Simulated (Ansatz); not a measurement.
Band edges of ZrO₂ (Fm-3m).

The calculation's input:

```yaml
crystal:
  lattice:
    - [0.0, 2.535, 2.535]
    - [2.535, 0.0, 2.535]
    - [2.535, 2.535, 0.0]
  atoms:
    - { symbol: Zr, position: [0.0, 0.0, 0.0] }
    - { symbol: O, position: [0.25, 0.25, 0.25] }
    - { symbol: O, position: [0.75, 0.75, 0.75] }
basis:
  ecutwfc: 420
kpoints:
  mp_grid: { grid: [14, 14, 14] }
hamiltonian:
  xc: pbe
scf:
  occupations: { method: gaussian, width: 0.05 }
output:
  forces: true
  eigenvalues: true
  eigenstates:
    nscf_kmesh: { grid: [34, 34, 34] }
    top_band: c6
    de_dk: true
    localisation: true
  stress: true
checkpoint:
  write: ck
  compress: false
  write_wavefunctions: false
  write_every: 100000
```

Launched as:

```sh
ansatz run input.yaml --threads 1 --pin off --max-ram 3072MiB --backend cpu --events-out ev --progress --plain --runs-dir out
```

All numbers here come from DFT PBE, scalar-relativistic, plane waves, PAW; levels and slopes on a dense k mesh at the converged density in Ansatz 0.2.0. No spin polarisation. The levels come from a k mesh of 34×34×34 points. Unrelaxed database geometry (residual pressure 7 GPa).

Masses come from a second pass at points close to the extrema; at the energies drawn a band may no longer be parabolic.

The gap is indirect, 3.39 eV at this level of theory (semilocal functionals give gaps that are too small, and can reorder valleys that lie close).

Valence band: three equivalent maxima at X, principal masses 0.28, 3.14 and 3.14 mₑ; twelve equivalent maxima on the K–Γ line, 0.46 eV below the edge, principal masses 0.38, 4.11 and 4.57 mₑ. Band 12 forms the valence edge.
Conduction band: one minimum at Γ, two bands meeting there, with masses of 0.48 and 2.05 mₑ for the two bands, each the same along x, y and z; three equivalent minima at X, 0.45 eV above the edge, principal masses 1.13, 1.13 and 1.64 mₑ; twelve equivalent minima on the K–Γ line, 0.45 eV above the edge, principal masses 1.02, 2.20 and 2.38 mₑ. Band 13 forms the conduction edge; band 14 meets it there.

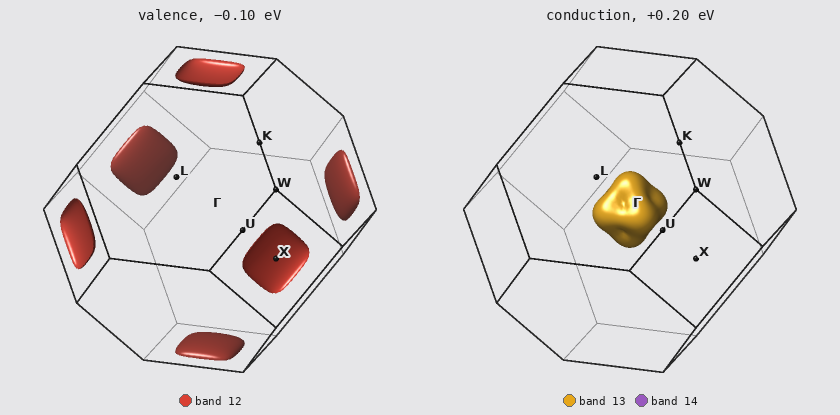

Constant-energy surfaces near the two band edges, measured from each edge.

Where one band's surface lies inside another's, the outer one hides all or part of it.

Spin-orbit coupling, left out here, can change the gap, its kind, the place of the band edges and the masses, since the compound holds Zr.
